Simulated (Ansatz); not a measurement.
**What a change does: single-point calculation on TiAl**

System: TiAl (P4/mmm, 2 atoms in the cell).
Method of the first run: DFT PBE, scalar-relativistic, plane waves, PAW, no spin polarisation (Ansatz 0.2.0).

The structure derives from an entry of the Crystallography Open Database. Text and figures count atoms from 1; the logs count them from 0 in places.

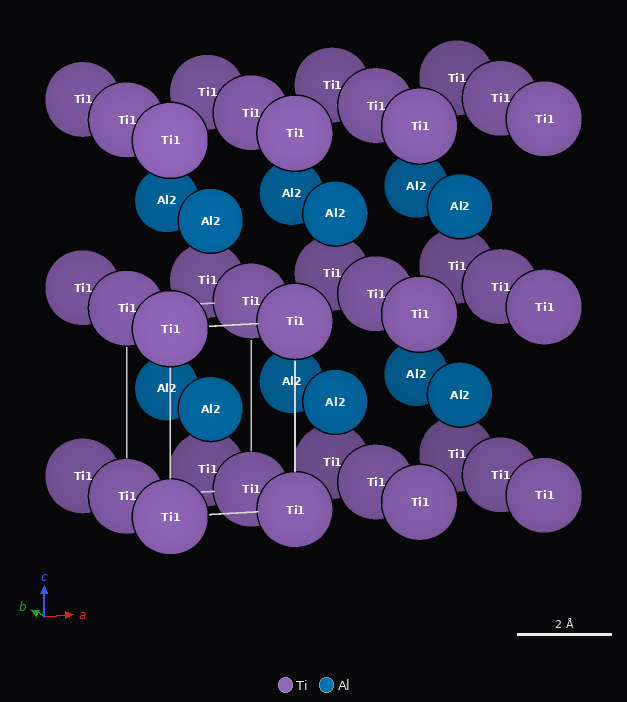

Fig. 1: The input geometry (spheres-only view of the cell of the calculation, repeated 3 × 2 × 2, seen slightly off an axis; atoms are numbered from 1 in the order of the input). An atom can appear more than once, as a periodic image.

**The input, the first run**
```yaml
crystal:
  lattice:
    - [2.8220914054, 0.0, 0.0]
    - [0.0, 2.8220914054, 0.0]
    - [0.0, 0.0, 4.076765125]
  atoms:
    - { symbol: Ti, position: [0.0, 0.0, 0.0] }
    - { symbol: Al, position: [0.5, 0.5, 0.5] }
basis:
  ecutwfc: 420
kpoints:
  mp_grid: { grid: [12, 12, 9] }
hamiltonian:
  xc: pbe
scf:
  occupations: { method: gaussian, width: 0.1 }
output:
  forces: true
  stress: true
  eigenvalues: true
```

Command:
```bash
ansatz run input.yaml --threads 1 --pin off --max-ram 2560MiB --backend cpu --events-out ev --progress --plain --runs-dir out
```

Hardware: 1 thread of Intel Xeon @ 2.50GHz (Skylake/Cascade Lake), 189 GiB of memory available, shared host.

**Output, shortened to warnings, some set-up lines, iterations and results (the first run)**
```
Basis set: ecut = 420 eV, 649 PW (Γ), exchange–correlation on 40×40×60 points (8 copies of the dense FFT grid, shifted against one another)
Symmetry: 16 space group operations
k-points: 140 of 1296
Initial density: superposition of atomic densities (neutral atoms: chi_scale 0, normalization atom), corrected by the library's trained network
[...]
SCF iter   1: F=—  HF=-3037.986459 eV  |F-HF|=—  |Δ(HF+E_count)|=         —  Δρ=3.14e-3  dr2=2.22e-3  ethr=1.77e-3  ⟨swp⟩=5.0  Hψ=8462  notcnv=0
SCF iter   2: F=—  HF=-3037.986234 eV  |F-HF|=—  |Δ(HF+E_count)|=   2.25e-4  Δρ=1.77e-3  dr2=9.32e-4  ethr=1.48e-5  ⟨swp⟩=1.1  Hψ=2821  notcnv=0
SCF iter   3: F=—  HF=-3037.986184 eV  |F-HF|=—  |Δ(HF+E_count)|=   5.04e-5  Δρ=1.13e-4  dr2=1.74e-6  ethr=6.21e-6  ⟨swp⟩=1.9  Hψ=1934  notcnv=0
SCF iter   4: F=—  HF=-3037.986220 eV  |F-HF|=—  |Δ(HF+E_count)|=   3.61e-5  Δρ=2.60e-5  dr2=7.30e-8  ethr=1.16e-8  ⟨swp⟩=2.6  Hψ=2676  notcnv=0
SCF iter   5: F=-3037.986220 eV  HF=-3037.986220 eV  |F-HF|=1.64e-9  |Δ(HF+E_count)|=   7.85e-8  Δρ=2.92e-6  dr2=1.86e-9  ethr=4.87e-10  ⟨swp⟩=3.0  Hψ=2735  notcnv=0
SCF iter   6: F=-3037.986220 eV  HF=-3037.986220 eV  |F-HF|=6.55e-11  |Δ(HF+E_count)|=  8.16e-10  Δρ=5.59e-7  dr2=9.53e-11  ethr=1.24e-11  ⟨swp⟩=1.4  Hψ=5249  notcnv=0
SCF 1 converged in 6 iterations: F = -3037.986220 eV  dr2 = 9.53e-11
SCF converged after 6 iterations
Free energy (F): -3037.986220 eV
Harris-Foulkes:  -3037.986220 eV  (|F-HF|=6.55e-11)
Internal energy: -3037.977308 eV  (E = F + TS)
E sigma→0 (E₀):  -3037.981764 eV
Entropy (-TS):   -0.008912 eV (-4.456 meV/atom)
Fermi energy:    10.953087 eV
--- Per-component energies (eV) ---
  E_band       = -164.930145
  E_kinetic    = 296.426783
  E_local      = -1077.879172  (includes V_loc(G=0)·N_el)
  E_nonlocal   = 19.098274
  E_hartree    = 462.142931
  E_xc         = -137.737607
  E_vxc        = -151.611273  (∫ρ·V_xc dr)
  E_paw        = -1515.535713  (= ΣΔE_a)
  E_vpaw       = -175.250544  (= ΣTr[D̂ρ^β])
  E_aug_tail   = 0.000126  (compensation charges beyond the density's cutoff)
  E_ewald      = -1084.492929
  E_smearing   = -0.008912  (= −TS)
  E_closure    = -0.000000  (closes the sum)
  Σ components = -3037.986220   (vs F -3037.986220, Δ=0.00e0)
--- Forces (eV/Å), atoms counted from 1 ---
  atom   1  Ti    -0.00000000    -0.00000000     0.00000000
  atom   2  Al     0.00000000     0.00000000     0.00000000
  max |Σ_I F_I| component: 3.20e-31 eV/Å
--- Stress (GPa, compression-positive) ---
        0.129147       0.000000       0.000000
        0.000000       0.129147       0.000000
        0.000000       0.000000      -0.295387
  P = ⅓ Tr σ = -0.0124 GPa (-0.124 kbar)
```

For the second run the input was changed thus:
```diff
-    - [2.8220914054, 0.0, 0.0]
-    - [0.0, 2.8220914054, 0.0]
-    - [0.0, 0.0, 4.076765125]
+    - [2.8373, 0.0, 0.0]
+    - [0.0, 2.8373, 0.0]
+    - [0.0, 0.0, 4.0591]
-  mp_grid: { grid: [12, 12, 9] }
+  mp_grid: { grid: [6, 6, 4] }
```

How does the second run compare with the first run?

With the same functional and potentials, the second run lies 0.38 meV per atom higher (other lines of the input change too). The pressure goes from −0.01 to −0.58 GPa. The volume per atom goes from 16.23 to 16.34 Å³. The number of SCF iterations is the same. The irreducible k-points go from 140 to 30. The plane waves at Γ go from 649 to 657. On the same kind of shared host the second run took about 0.34 times as long.

**Output, shortened to warnings, some set-up lines, iterations and results (the second run)**
```
Basis set: ecut = 420 eV, 657 PW (Γ), exchange–correlation on 40×40×60 points (8 copies of the dense FFT grid, shifted against one another)
Symmetry: 16 space group operations
k-points: 30 of 144
Initial density: superposition of atomic densities (neutral atoms: chi_scale 0, normalization atom), corrected by the library's trained network
[...]
SCF iter   1: F=—  HF=-3037.985919 eV  |F-HF|=—  |Δ(HF+E_count)|=         —  Δρ=3.40e-3  dr2=2.01e-3  ethr=1.77e-3  ⟨swp⟩=5.0  Hψ=1825  notcnv=0
SCF iter   2: F=—  HF=-3037.985483 eV  |F-HF|=—  |Δ(HF+E_count)|=   4.36e-4  Δρ=1.82e-3  dr2=7.93e-4  ethr=1.34e-5  ⟨swp⟩=1.4  Hψ=626  notcnv=0
SCF iter   3: F=—  HF=-3037.985436 eV  |F-HF|=—  |Δ(HF+E_count)|=   4.75e-5  Δρ=2.24e-4  dr2=2.69e-5  ethr=5.29e-6  ⟨swp⟩=2.2  Hψ=493  notcnv=0
SCF iter   4: F=—  HF=-3037.985469 eV  |F-HF|=—  |Δ(HF+E_count)|=   3.30e-5  Δρ=6.22e-5  dr2=6.61e-7  ethr=1.79e-7  ⟨swp⟩=2.0  Hψ=444  notcnv=0
SCF iter   5: F=-3037.985469 eV  HF=-3037.985469 eV  |F-HF|=1.50e-8  |Δ(HF+E_count)|=   1.58e-7  Δρ=1.28e-5  dr2=3.83e-8  ethr=4.41e-9  ⟨swp⟩=2.5  Hψ=587  notcnv=0
SCF iter   6: F=-3037.985469 eV  HF=-3037.985469 eV  |F-HF|=1.09e-10  |Δ(HF+E_count)|=   4.56e-9  Δρ=1.45e-6  dr2=4.61e-10  ethr=2.55e-10  ⟨swp⟩=1.7  Hψ=1147  notcnv=0
SCF 1 converged in 6 iterations: F = -3037.985469 eV  dr2 = 4.61e-10
SCF converged after 6 iterations
Free energy (F): -3037.985469 eV
Harris-Foulkes:  -3037.985469 eV  (|F-HF|=1.09e-10)
Internal energy: -3037.977700 eV  (E = F + TS)
E sigma→0 (E₀):  -3037.981585 eV
Entropy (-TS):   -0.007769 eV (-3.884 meV/atom)
Fermi energy:    10.929235 eV
--- Per-component energies (eV) ---
  E_band       = -166.779549
  E_kinetic    = 296.041610
  E_local      = -1077.465222  (includes V_loc(G=0)·N_el)
  E_nonlocal   = 18.975327
  E_hartree    = 461.118923
  E_xc         = -137.633294
  E_vxc        = -151.472096  (∫ρ·V_xc dr)
  E_paw        = -1515.434753  (= ΣΔE_a)
  E_vpaw       = -175.096977  (= ΣTr[D̂ρ^β])
  E_aug_tail   = 0.000119  (compensation charges beyond the density's cutoff)
  E_ewald      = -1083.580411
  E_smearing   = -0.007769  (= −TS)
  E_closure    = 0.000000  (closes the sum)
  Σ components = -3037.985469   (vs F -3037.985469, Δ=0.00e0)
--- Forces (eV/Å), atoms counted from 1 ---
  atom   1  Ti     0.00000000     0.00000000     0.00000000
  atom   2  Al     0.00000000    -0.00000000     0.00000000
  max |Σ_I F_I| component: 4.93e-32 eV/Å
--- Stress (GPa, compression-positive) ---
       -0.835559       0.000000       0.000000
        0.000000      -0.835559       0.000000
        0.000000       0.000000      -0.056737
  P = ⅓ Tr σ = -0.5760 GPa (-5.760 kbar)
```

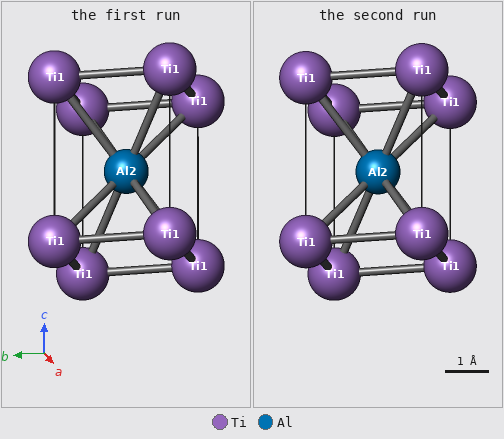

Fig. 2: The two input geometries at one scale (ball-and-stick view of the cell of the calculation, seen at an oblique angle). The atoms keep their places relative to the cell (all moves are under 0.005 Å). The volume changes by +0.6 %, with a = b 2.822 → 2.837 Å (+0.5 %), c 4.077 → 4.059 Å (−0.4 %). Among the contacts that change: Ti1–Ti1 2.822 → 2.837 Å, Al2–Al2 2.822 → 2.837 Å.

**The two runs side by side**

| quantity | the first run | the second run |
| --- | --- | --- |
| outcome | converged | converged |
| free energy per atom (eV) | −1518.9931 | −1518.9927 |
| energy per atom, smearing taken to zero (eV) | −1518.9909 | −1518.9908 |
| gap on the mesh (eV) | 0.00 | 0.00 |
| pressure (GPa) | −0.01 | −0.58 |
| volume per atom (Å³) | 16.23 | 16.34 |
| largest force (eV/Å) | 0.000 | 0.000 |
| SCF iterations | 6 | 6 |
| irreducible k-points | 140 | 30 |
| plane waves at Γ | 649 | 657 |
| wall time (shared host) | 6.9 s | 2.3 s |
